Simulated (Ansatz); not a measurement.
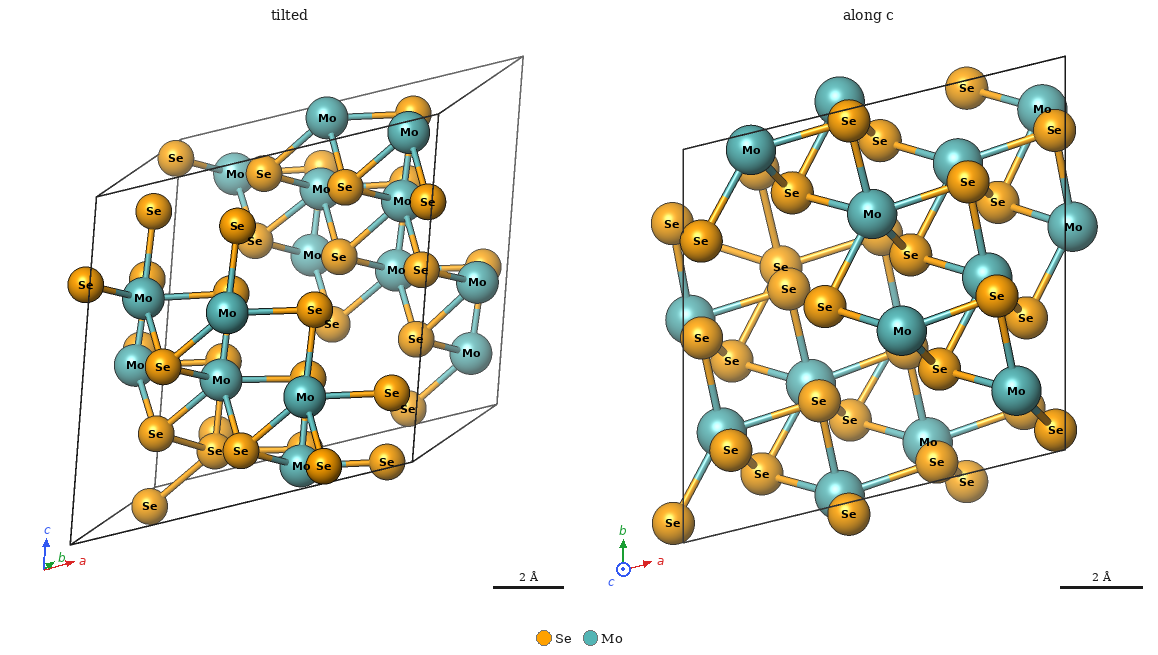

We look at a ball-and-stick model of the crystal slightly off an axis and along the c axis. The lines enclose the simulation cell; boundary atoms appear with their images. Cell: a = 10.197 Å, b = 10.197 Å, c = 10.197 Å, α = 71.91°, β = 71.91°, γ = 71.91°.

What can be read from this drawing?

Chemical formula Mo4Se9. The structure has R3 (No. 146) symmetry and a rhombohedral (trigonal R) lattice. The cell has 39 atoms, namely 12 Mo, 27 Se. Mo is linked to six Se in a trigonal prismatic arrangement at about 2.5 Å. Not all metal-metal contacts are counted. The numbers of neighbours within bonding distance are Se 3 to 6 (mean 3.1). Not all metal-metal contacts are counted. The bonds build Mo4Se9 layers parallel to (111).

The cell started as a structure listed in the Materials Project, repeated into a supercell with a point defect put in. The atoms were relaxed in a fixed cell with Ansatz 0.2.0, DFT PBE, scalar-relativistic, plane waves, PAW.
